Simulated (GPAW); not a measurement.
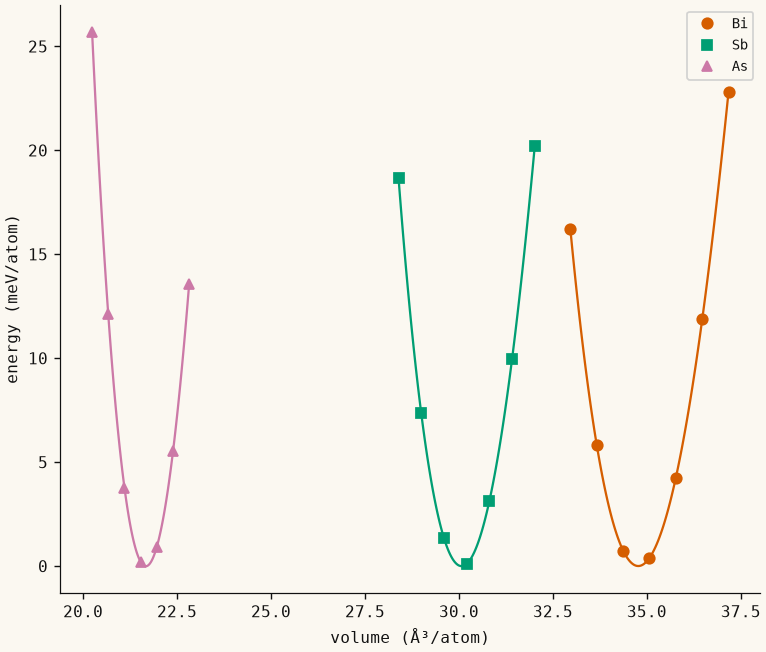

Caption: Energy against volume, with one curve for each element, for As, Bi and Sb (all in space group R-3m (No. 166)).

Settings that differ: Bi: k mesh 7×7×7; Sb: k mesh 8×8×8; As: k mesh 9×9×9.

The fitted equilibrium volumes, smallest first, are As 21.669, Sb 30.070, Bi 34.772 Å³/atom. The fitted bulk moduli, smallest first, are Bi 50.0, Sb 57.6, As 77.6 GPa.

Method: PAW DFT in plane waves, on a grid or in atomic orbitals, no spin polarisation; energies at scaled volumes of the given cell, shape and fractions fixed, counted from the fit's minimum, third-order Birch-Murnaghan fit (GPAW 26.7.0). Level: PBEsol.

- occupations: Fermi–Dirac
- smearing width: 0.05 eV
- potentials: PAW data sets made by gpaw setup for the functional
- wave cutoff: 600 eV

Caveats: spin-orbit coupling left out, heavy elements (Bi); shape and atomic fractions are frozen while scaling, which makes layered, chain and framework solids too stiff.
